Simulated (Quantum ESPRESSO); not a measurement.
# Run report: Co, band-structure run (part 2 of 3)

The same run, continued: Co (Fm-3m, 1 atom in the cell); Kohn-Sham DFT of a periodic cell, PBE, DFT+U, PseudoDojo 0.5 SR PBE stringent, spin-polarised (Quantum ESPRESSO 7.5); cutoff 1414.99 eV, 5×5×5 k-mesh, cold smearing of 0.1 eV, collinear spins. The structure derives from a Materials Project entry.

Geometry of the input (Å; fractional positions):
```
0.0000  1.7567  1.7567
1.7567  0.0000  1.7567
1.7567  1.7567  0.0000
Co 0.0000  0.0000  0.0000
```

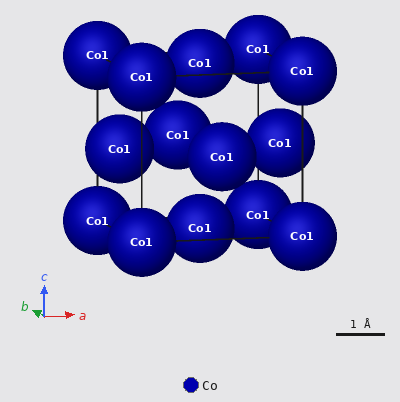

Figure 1. The input geometry (spheres-only view of the cell 4 times as large as that of the calculation, set on its symmetry axes, seen slightly off an axis; atoms are numbered from 1 in the order of the input).

### What the program printed, continued
```
     Starting wfcs are   10 randomized atomic wfcs +    7 random wfcs

     Self-consistent Calculation

     iteration #  1     ecut=   104.00 Ry     beta= 0.30
     Davidson diagonalization with overlap
     ethr =  1.00E-02,  avg # of iterations =  5.5

     =================== HUBBARD OCCUPATIONS ===================
     ------------------------ ATOM    1 ------------------------
     Tr[ns(  1)] (up, down, total) =   4.97309  2.99473  7.96782
     Atomic magnetic moment for atom   1 =   1.97835
     SPIN  1
     eigenvalues:
       0.994  0.994  0.995  0.995  0.995
     eigenvectors (columns):
       0.974 -0.228  0.002 -0.005  0.004
      -0.001  0.001  0.390  0.455  0.800
      -0.001  0.005 -0.824 -0.214  0.524
      -0.228 -0.974 -0.003 -0.001  0.003
      -0.006  0.002  0.410 -0.864  0.292
     occupation matrix ns (before diag.):
       0.994  0.000  0.000  0.000  0.000
       0.000  0.995  0.000  0.000  0.000
       0.000  0.000  0.995  0.000  0.000
       0.000  0.000  0.000  0.994  0.000
       0.000  0.000  0.000  0.000  0.995
     SPIN  2
     eigenvalues:
       0.550  0.550  0.632  0.632  0.632
     eigenvectors (columns):
       0.826 -0.564  0.000 -0.000 -0.000
      -0.000  0.000  0.642 -0.755 -0.133
      -0.000 -0.000 -0.305 -0.093 -0.948
      -0.564 -0.826  0.000 -0.000  0.000
       0.000 -0.000 -0.703 -0.649  0.290
     occupation matrix ns (before diag.):
       0.550  0.000 -0.000  0.000 -0.000
       0.000  0.632  0.000  0.000  0.000
      -0.000  0.000  0.632 -0.000 -0.000
       0.000  0.000 -0.000  0.550 -0.000
      -0.000  0.000 -0.000 -0.000  0.632

     Number of occupied Hubbard levels =    7.9678

     WARNING!!! Modifying starting ns matrices according to input values

     =================== HUBBARD OCCUPATIONS ===================
     ------------------------ ATOM    1 ------------------------
     Tr[ns(  1)] (up, down, total) =   5.00000  2.00000  7.00000
     Atomic magnetic moment for atom   1 =   3.00000
     SPIN  1
     eigenvalues:
       1.000  1.000  1.000  1.000  1.000
     eigenvectors (columns):
       0.288 -0.122 -0.280  0.117 -0.900
      -0.022  0.599 -0.715  0.315  0.175
       0.405  0.732  0.433 -0.303 -0.143
       0.867 -0.286 -0.124  0.117  0.370
       0.007 -0.091 -0.456 -0.884  0.042
     occupation matrix ns (before diag.):
       1.000 -0.000 -0.000 -0.000 -0.000
      -0.000  1.000  0.000 -0.000 -0.000
      -0.000  0.000  1.000 -0.000  0.000
      -0.000 -0.000 -0.000  1.000  0.000
      -0.000 -0.000  0.000  0.000  1.000
     SPIN  2
     eigenvalues:
      -0.000  0.000  0.000  1.000  1.000
     eigenvectors (columns):
       1.000  0.000  0.000 -0.000 -0.000
      -0.000 -0.406  0.498 -0.267 -0.719
      -0.000  0.193 -0.236  0.771 -0.559
      -0.000  0.775  0.632 -0.000  0.000
      -0.000  0.444 -0.545 -0.578 -0.414
     occupation matrix ns (before diag.):
       0.000  0.000  0.000  0.000  0.000
       0.000  0.588  0.196  0.000  0.452
       0.000  0.196  0.907 -0.000 -0.215
       0.000  0.000 -0.000  0.000  0.000
       0.000  0.452 -0.215  0.000  0.506

     Number of occupied Hubbard levels =    7.0000

     total energy              =    -309.03296097 Ry
     estimated scf accuracy    <       1.85275880 Ry

     total magnetization       =     2.24 Bohr mag/cell
     absolute magnetization    =     2.24 Bohr mag/cell

     iteration #  2     ecut=   104.00 Ry     beta= 0.30
     Davidson diagonalization with overlap
     ethr =  1.00E-02,  avg # of iterations =  1.1

     total energy              =    -309.18311686 Ry
     estimated scf accuracy    <       0.12877239 Ry

     total magnetization       =     2.86 Bohr mag/cell
     absolute magnetization    =     2.86 Bohr mag/cell

     iteration #  3     ecut=   104.00 Ry     beta= 0.30
     Davidson diagonalization with overlap
     ethr =  8.05E-04,  avg # of iterations =  1.3

     total energy              =    -309.21473957 Ry
     estimated scf accuracy    <       0.05321578 Ry

     total magnetization       =     2.95 Bohr mag/cell
     absolute magnetization    =     2.95 Bohr mag/cell

     iteration #  4     ecut=   104.00 Ry     beta= 0.30
     Davidson diagonalization with overlap
     ethr =  3.33E-04,  avg # of iterations =  1.0

     total energy              =    -309.22436661 Ry
     estimated scf accuracy    <       0.00844314 Ry

     total magnetization       =     2.94 Bohr mag/cell
     absolute magnetization    =     2.94 Bohr mag/cell

     iteration #  5     ecut=   104.00 Ry     beta= 0.30
     Davidson diagonalization with overlap
     ethr =  5.28E-05,  avg # of iterations =  2.0

     total energy              =    -309.22674920 Ry
     estimated scf accuracy    <       0.00374815 Ry

     total magnetization       =     2.94 Bohr mag/cell
     absolute magnetization    =     2.94 Bohr mag/cell

     iteration #  6     ecut=   104.00 Ry     beta= 0.30
     Davidson diagonalization with overlap
     ethr =  2.34E-05,  avg # of iterations =  2.2

     total energy              =    -309.23016413 Ry
     estimated scf accuracy    <       0.00076189 Ry

     total magnetization       =     2.94 Bohr mag/cell
     absolute magnetization    =     2.94 Bohr mag/cell

     iteration #  7     ecut=   104.00 Ry     beta= 0.30
     Davidson diagonalization with overlap
     ethr =  4.76E-06,  avg # of iterations =  1.9

     total energy              =    -309.22675340 Ry
     estimated scf accuracy    <       0.00046524 Ry

     total magnetization       =     2.94 Bohr mag/cell
     absolute magnetization    =     2.94 Bohr mag/cell

     iteration #  8     ecut=   104.00 Ry     beta= 0.30
     Davidson diagonalization with overlap
     ethr =  2.91E-06,  avg # of iterations =  2.7

     total energy              =    -309.23210222 Ry
     estimated scf accuracy    <       0.00026810 Ry

     total magnetization       =     2.94 Bohr mag/cell
     absolute magnetization    =     2.95 Bohr mag/cell

     iteration #  9     ecut=   104.00 Ry     beta= 0.30
     Davidson diagonalization with overlap
     ethr =  1.68E-06,  avg # of iterations =  1.2

     total energy              =    -309.23210611 Ry
     estimated scf accuracy    <       0.00023557 Ry

     total magnetization       =     2.94 Bohr mag/cell
     absolute magnetization    =     2.95 Bohr mag/cell

     iteration # 10     ecut=   104.00 Ry     beta= 0.30
     Davidson diagonalization with overlap
     ethr =  1.47E-06,  avg # of iterations =  1.4

     total energy              =    -309.23242778 Ry
     estimated scf accuracy    <       0.00003215 Ry

     total magnetization       =     2.94 Bohr mag/cell
     absolute magnetization    =     2.95 Bohr mag/cell

     iteration # 11     ecut=   104.00 Ry     beta= 0.30
     Davidson diagonalization with overlap
     ethr =  2.01E-07,  avg # of iterations =  1.0

     total energy              =    -309.23244080 Ry
     estimated scf accuracy    <       0.00002822 Ry

     total magnetization       =     2.94 Bohr mag/cell
     absolute magnetization    =     2.95 Bohr mag/cell

     iteration # 12     ecut=   104.00 Ry     beta= 0.30
     Davidson diagonalization with overlap
     ethr =  1.76E-07,  avg # of iterations =  1.3

     total energy              =    -309.23244980 Ry
     estimated scf accuracy    <       0.00001558 Ry

     total magnetization       =     2.94 Bohr mag/cell
     absolute magnetization    =     2.95 Bohr mag/cell

     iteration # 13     ecut=   104.00 Ry     beta= 0.30
     Davidson diagonalization with overlap
     ethr =  9.74E-08,  avg # of iterations =  1.7

     total energy              =    -309.23248905 Ry
     estimated scf accuracy    <       0.00000410 Ry

     total magnetization       =     2.94 Bohr mag/cell
     absolute magnetization    =     2.95 Bohr mag/cell

     iteration # 14     ecut=   104.00 Ry     beta= 0.30
     Davidson diagonalization with overlap
     ethr =  2.56E-08,  avg # of iterations =  1.5

     total energy              =    -309.23248601 Ry
     estimated scf accuracy    <       0.00000224 Ry

     total magnetization       =     2.94 Bohr mag/cell
     absolute magnetization    =     2.95 Bohr mag/cell

     iteration # 15     ecut=   104.00 Ry     beta= 0.30
     Davidson diagonalization with overlap
     ethr =  1.40E-08,  avg # of iterations =  2.0

     total energy              =    -309.23250191 Ry
     estimated scf accuracy    <       0.00000175 Ry

     total magnetization       =     2.94 Bohr mag/cell
     absolute magnetization    =     2.95 Bohr mag/cell

     iteration # 16     ecut=   104.00 Ry     beta= 0.30
     Davidson diagonalization with overlap
     ethr =  1.09E-08,  avg # of iterations =  1.0

     total energy              =    -309.23250375 Ry
     estimated scf accuracy    <       0.00000139 Ry

     total magnetization       =     2.94 Bohr mag/cell
     absolute magnetization    =     2.95 Bohr mag/cell

     iteration # 17     ecut=   104.00 Ry     beta= 0.30
     Davidson diagonalization with overlap
     ethr =  8.72E-09,  avg # of iterations =  1.1

     total energy              =    -309.23250524 Ry
     estimated scf accuracy    <       0.00000052 Ry

     total magnetization       =     2.94 Bohr mag/cell
     absolute magnetization    =     2.95 Bohr mag/cell

     iteration # 18     ecut=   104.00 Ry     beta= 0.30
     Davidson diagonalization with overlap
     ethr =  3.27E-09,  avg # of iterations =  1.0

     total energy              =    -309.23250525 Ry
     estimated scf accuracy    <       0.00000042 Ry

     total magnetization       =     2.94 Bohr mag/cell
     absolute magnetization    =     2.95 Bohr mag/cell

     iteration # 19     ecut=   104.00 Ry     beta= 0.30
     Davidson diagonalization with overlap
     ethr =  2.62E-09,  avg # of iterations =  1.8

     total energy              =    -309.23250685 Ry
     estimated scf accuracy    <       0.00000038 Ry

     total magnetization       =     2.94 Bohr mag/cell
     absolute magnetization    =     2.95 Bohr mag/cell

     iteration # 20     ecut=   104.00 Ry     beta= 0.30
     Davidson diagonalization with overlap
     ethr =  2.35E-09,  avg # of iterations =  1.0

     total energy              =    -309.23250610 Ry
     estimated scf accuracy    <       0.00000038 Ry

     total magnetization       =     2.94 Bohr mag/cell
     absolute magnetization    =     2.95 Bohr mag/cell

     iteration # 21     ecut=   104.00 Ry     beta= 0.30
     Davidson diagonalization with overlap
     ethr =  2.35E-09,  avg # of iterations =  1.0

     total energy              =    -309.23250633 Ry
     estimated scf accuracy    <       0.00000037 Ry

     total magnetization       =     2.94 Bohr mag/cell
     absolute magnetization    =     2.95 Bohr mag/cell

     iteration # 22     ecut=   104.00 Ry     beta= 0.30
     Davidson diagonalization with overlap
     ethr =  2.31E-09,  avg # of iterations =  1.0

     total energy              =    -309.23250613 Ry
     estimated scf accuracy    <       0.00000037 Ry

     total magnetization       =     2.94 Bohr mag/cell
     absolute magnetization    =     2.95 Bohr mag/cell

     iteration # 23     ecut=   104.00 Ry     beta= 0.30
     Davidson diagonalization with overlap
     ethr =  2.29E-09,  avg # of iterations =  1.0

     total energy              =    -309.23250620 Ry
     estimated scf accuracy    <       0.00000036 Ry

     total magnetization       =     2.94 Bohr mag/cell
     absolute magnetization    =     2.95 Bohr mag/cell

     iteration # 24     ecut=   104.00 Ry     beta= 0.30
     Davidson diagonalization with overlap
     ethr =  2.26E-09,  avg # of iterations =  1.0

     total energy              =    -309.23250617 Ry
     estimated scf accuracy    <       0.00000036 Ry

     total magnetization       =     2.94 Bohr mag/cell
     absolute magnetization    =     2.95 Bohr mag/cell

     iteration # 25     ecut=   104.00 Ry     beta= 0.30
     Davidson diagonalization with overlap
     ethr =  2.26E-09,  avg # of iterations =  1.0

     total energy              =    -309.23250595 Ry
     estimated scf accuracy    <       0.00000036 Ry

     total magnetization       =     2.94 Bohr mag/cell
     absolute magnetization    =     2.95 Bohr mag/cell

     iteration # 26     ecut=   104.00 Ry     beta= 0.30
     Davidson diagonalization with overlap
     ethr =  2.26E-09,  avg # of iterations =  1.0

     total energy              =    -309.23250597 Ry
     estimated scf accuracy    <       0.00000036 Ry

     total magnetization       =     2.94 Bohr mag/cell
     absolute magnetization    =     2.95 Bohr mag/cell

     iteration # 27     ecut=   104.00 Ry     beta= 0.30
     Davidson diagonalization with overlap
     ethr =  2.23E-09,  avg # of iterations =  1.0

     total energy              =    -309.23250586 Ry
     estimated scf accuracy    <       0.00000036 Ry

     total magnetization       =     2.94 Bohr mag/cell
     absolute magnetization    =     2.95 Bohr mag/cell

     iteration # 28     ecut=   104.00 Ry     beta= 0.30
     Davidson diagonalization with overlap
     ethr =  2.22E-09,  avg # of iterations =  1.0

     total energy              =    -309.23250554 Ry
     estimated scf accuracy    <       0.00000035 Ry

     total magnetization       =     2.94 Bohr mag/cell
     absolute magnetization    =     2.95 Bohr mag/cell

     iteration # 29     ecut=   104.00 Ry     beta= 0.30
     Davidson diagonalization with overlap
     ethr =  2.21E-09,  avg # of iterations =  1.0

     total energy              =    -309.23250561 Ry
     estimated scf accuracy    <       0.00000035 Ry

     total magnetization       =     2.94 Bohr mag/cell
     absolute magnetization    =     2.95 Bohr mag/cell

     iteration # 30     ecut=   104.00 Ry     beta= 0.30
     Davidson diagonalization with overlap
     ethr =  2.17E-09,  avg # of iterations =  1.0

     total energy              =    -309.23250565 Ry
     estimated scf accuracy    <       0.00000035 Ry

     total magnetization       =     2.94 Bohr mag/cell
     absolute magnetization    =     2.95 Bohr mag/cell

     iteration # 31     ecut=   104.00 Ry     beta= 0.30
     Davidson diagonalization with overlap
     ethr =  2.17E-09,  avg # of iterations =  1.0

     total energy              =    -309.23250559 Ry
     estimated scf accuracy    <       0.00000035 Ry

     total magnetization       =     2.94 Bohr mag/cell
     absolute magnetization    =     2.95 Bohr mag/cell

     iteration # 32     ecut=   104.00 Ry     beta= 0.30
     Davidson diagonalization with overlap
     ethr =  2.17E-09,  avg # of iterations =  1.0

     total energy              =    -309.23250455 Ry
     estimated scf accuracy    <       0.00000035 Ry

     total magnetization       =     2.94 Bohr mag/cell
     absolute magnetization    =     2.95 Bohr mag/cell

     iteration # 33     ecut=   104.00 Ry     beta= 0.30
     Davidson diagonalization with overlap
     ethr =  2.17E-09,  avg # of iterations =  1.7

     total energy              =    -309.23250569 Ry
     estimated scf accuracy    <       0.00000031 Ry

     total magnetization       =     2.94 Bohr mag/cell
     absolute magnetization    =     2.95 Bohr mag/cell

     iteration # 34     ecut=   104.00 Ry     beta= 0.30
     Davidson diagonalization with overlap
     ethr =  1.95E-09,  avg # of iterations =  1.0

     total energy              =    -309.23250304 Ry
     estimated scf accuracy    <       0.00000030 Ry

     total magnetization       =     2.94 Bohr mag/cell
     absolute magnetization    =     2.95 Bohr mag/cell

     iteration # 35     ecut=   104.00 Ry     beta= 0.30
     Davidson diagonalization with overlap
     ethr =  1.87E-09,  avg # of iterations =  2.0

     total energy              =    -309.23249931 Ry
     estimated scf accuracy    <       0.00000025 Ry

     total magnetization       =     2.94 Bohr mag/cell
     absolute magnetization    =     2.95 Bohr mag/cell
```
